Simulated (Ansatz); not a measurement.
```cif
data_structure
_symmetry_space_group_name_H-M 'P 1'
_symmetry_Int_Tables_number 1
_cell_length_a 6.7826
_cell_length_b 7.3349
_cell_length_c 7.3349
_cell_angle_alpha 90.566
_cell_angle_beta 116.242
_cell_angle_gamma 116.242
_cell_volume 283.84
loop_
_atom_site_label
_atom_site_type_symbol
_atom_site_fract_x
_atom_site_fract_y
_atom_site_fract_z
_atom_site_occupancy
Hf1 Hf 0.70837 0.94485 0.48779 1
Hf2 Hf 0.70837 0.44485 0.98779 1
Hf3 Hf 0.79163 0.01221 0.05515 1
Hf4 Hf 0.79163 0.51221 0.55515 1
Hf5 Hf 0.29163 0.55515 0.01221 1
Hf6 Hf 0.29163 0.05515 0.51221 1
Hf7 Hf 0.20837 0.48779 0.44485 1
Hf8 Hf 0.20837 0.98779 0.94485 1
O1 O 0.97665 0.13513 0.39234 1
O2 O 0.97665 0.63513 0.89234 1
O3 O 0.52335 0.60766 0.36487 1
O4 O 0.52335 0.10766 0.86487 1
O5 O 0.02335 0.36487 0.10766 1
O6 O 0.02335 0.86487 0.60766 1
O7 O 0.47665 0.89234 0.13513 1
O8 O 0.47665 0.39234 0.63513 1
O9 O 0.34842 0.80497 0.47633 1
O10 O 0.34842 0.30497 0.97633 1
O11 O 0.15158 0.52367 0.69503 1
O12 O 0.15158 0.02367 0.19503 1
O13 O 0.65158 0.69503 0.02367 1
O14 O 0.65158 0.19503 0.52367 1
O15 O 0.84842 0.97633 0.80497 1
O16 O 0.84842 0.47633 0.30497 1
```

Space group P2₁/c; a structure from a database of computed crystals, not necessarily the ambient phase.

All numbers below come from DFT PBE, scalar-relativistic, plane waves, PAW in Ansatz.

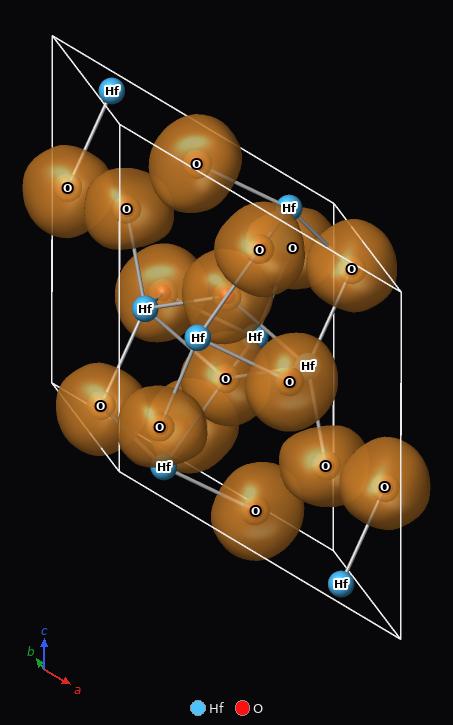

HfO₂. Isosurface of the electron localisation function at 0.6 (orange), seen slightly off an axis. Core shells and regions of very low density are left out. Sticks mark near contacts.

Q: Describe the localisation domains.

A: The ELF exceeds this value in 16 regions wrapped around O (the valence shell of each), counted in one cell of 24 atoms. Any copies at cell faces, edges or corners count once.

Values along the shortest contacts:
Hf–O (2.05 Å): the ELF peaks at about 0.85 in the valence shell of O, 0.6 Å from its nucleus, and drops to about 0.20 between the two atoms: no shared electron pair shows on this line. Hf–O (2.15 Å): the ELF peaks at about 0.85 in the valence shell of O, 0.6 Å from its nucleus, and drops to about 0.20 between the two atoms (no shared electron pair shows on this line).

Q: Does the calculation make it a metal, or give it a gap?

A: It is gapped, with a Kohn–Sham gap of 4.3 eV on the k-point mesh, an upper bound to the gap of this method.
